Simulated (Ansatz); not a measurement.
## Electronic structure of Sn$_{15}$Se$_{16}$ (cell charge −3, with a compensating background) (cell with a defect) in real space

```
CELL_PARAMETERS angstrom
0.00000 0.00000 9.13456
0.00000 -8.41079 -4.56728
11.78476 0.00000 0.00000
ATOMIC_POSITIONS crystal
Sn 0.77273 0.12500 0.62556
Sn 0.00725 0.62043 0.62244
Sn 0.51182 0.62957 0.62244
Sn 0.62319 0.36685 0.87856
Sn 0.13948 0.37994 0.86748
Sn 0.38133 0.88315 0.87856
Sn 0.88454 0.87006 0.86748
Sn 0.48917 0.37553 0.38722
Sn 0.99579 0.37054 0.38265
Sn 0.23863 0.87447 0.38722
Sn 0.75025 0.87946 0.38265
Sn 0.13250 0.12500 0.10451
Sn 0.61480 0.12500 0.12032
Sn 0.86632 0.62273 0.11716
Sn 0.36859 0.62727 0.11716
Se 0.45268 0.37823 0.15052
Se 0.94440 0.37387 0.14760
Se 0.19945 0.87177 0.15052
Se 0.69552 0.87613 0.14760
Se 0.67956 0.36953 0.64638
Se 0.16655 0.38673 0.64166
Se 0.43503 0.88047 0.64638
Se 0.90482 0.86327 0.64166
Se 0.07880 0.12500 0.34790
Se 0.57007 0.12500 0.35456
Se 0.81975 0.62395 0.35260
Se 0.32080 0.62605 0.35260
Se 0.29919 0.12500 0.86236
Se 0.80476 0.12500 0.85832
Se 0.05214 0.63135 0.85838
Se 0.54579 0.61865 0.85838
```

Spin-polarised.

These are results of Ansatz, DFT PBE, scalar-relativistic, plane waves, PAW, not measurements.

Core electrons are frozen (PAW), and the valence fields are smoothed inside the atomic spheres.

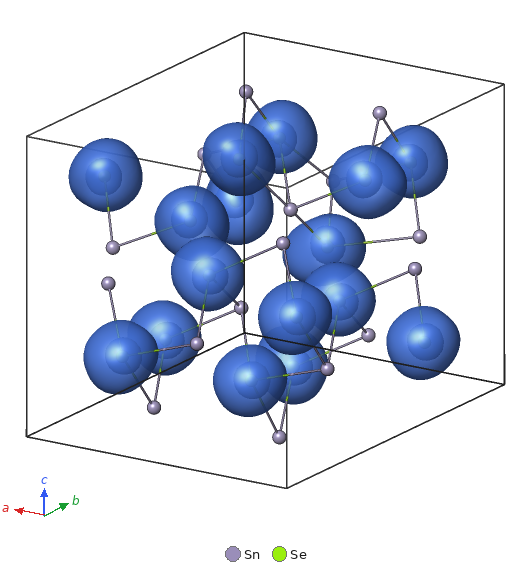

Figure 1. Isosurface of the ELF at 0.7 (blue), seen at an oblique angle. Core shells and regions of very low density are left out. Sticks mark near contacts.

Question: Identify the bonds, lone pairs and shells in this picture.

Answer: At this value the surface marks out 16 regions wrapped around Se (the valence shell of each), counted in one cell of 31 atoms. Regions shared between cells count once.


Sn–Se (2.67 Å): the ELF is about 0.55 at the midpoint. Sn–Se (2.76 Å): the ELF is about 0.55 at the midpoint.

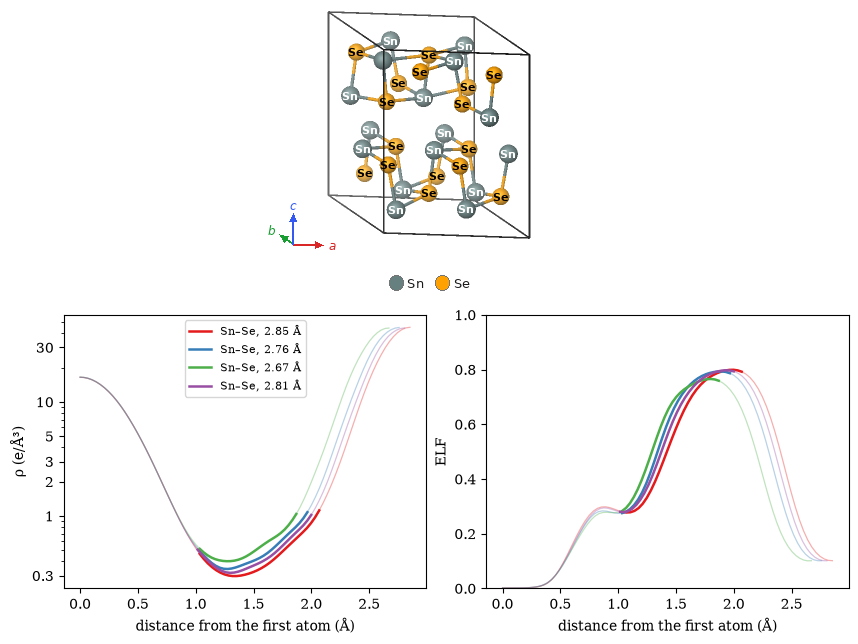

Figure 2. Valence electron density and electron localisation function along straight lines between neighbouring atoms. Thin, pale parts lie inside the atomic spheres. The structure is drawn too.

Question: Compare the contacts.

Answer: Sn–Se (2.85 Å): ρ at the midpoint is about 0.31 e/Å³; the ELF is about 0.50 at the midpoint.
Sn–Se (2.76 Å): the density is about 0.36 e/Å³ at the midpoint; the ELF is about 0.55 at the midpoint.
Sn–Se (2.67 Å): the density is about 0.41 e/Å³ at the midpoint; the ELF is about 0.55 at the midpoint.
Sn–Se (2.81 Å): ρ is about 0.33 e/Å³ halfway; the ELF is about 0.55 at the midpoint.

Question: Does the calculation make it a metal, or give it a gap?

Answer: It is metallic or semimetallic at this level of theory: no gap opens.
